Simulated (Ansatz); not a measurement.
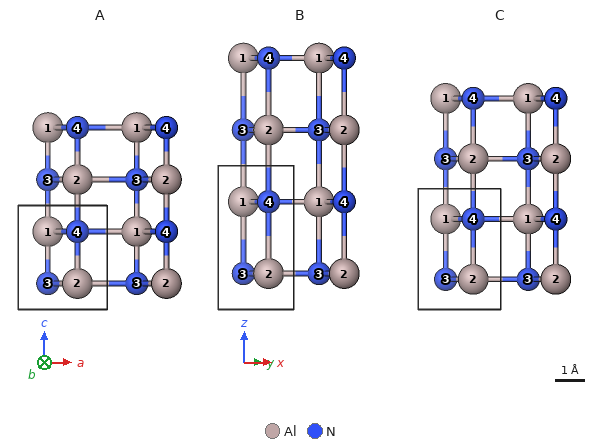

A scan of crystalline AlN (P6_3/mmc): the ratio of the cell's length along z to its lengths across, counted as 1 for the reference, is changed at fixed volume (a c/a path), with the atoms kept at their fractional coordinates. x, y and z are the Cartesian axes of the input. Style: ball-and-stick. Shown: the cell of the calculation, repeated 2 × 2 × 2 with one cell outlined, along the b axis.

Theory: DFT PBE, scalar-relativistic, plane waves, PAW (Ansatz 0.2.0). Set-up: plane-wave cutoff 420 eV; k-point mesh 9 × 9 × 6; occupations gaussian; smearing width 0.05 eV; no spin polarisation. Energies (free energies at the smearing named) are counted from the cell as listed in its source, which wasn't relaxed.

Q: Rank the frames from lowest to highest energy.

A: Lowest first: C (the relative ratio 1.00, 0.0 meV/atom), A (the relative ratio 0.80, 242.4 meV/atom), B (the relative ratio 1.30, 261.6 meV/atom). Over the whole scan: of the computed points the lowest is at the relative ratio 1.00, 0.0 meV/atom. The distortion keeps the space group P6_3/mmc. At the relative ratio 1.30 the cell of the drawing goes a 3.312 → 3.035 Å, b 3.312 → 3.035 Å, c 4.188 → 4.988 Å.
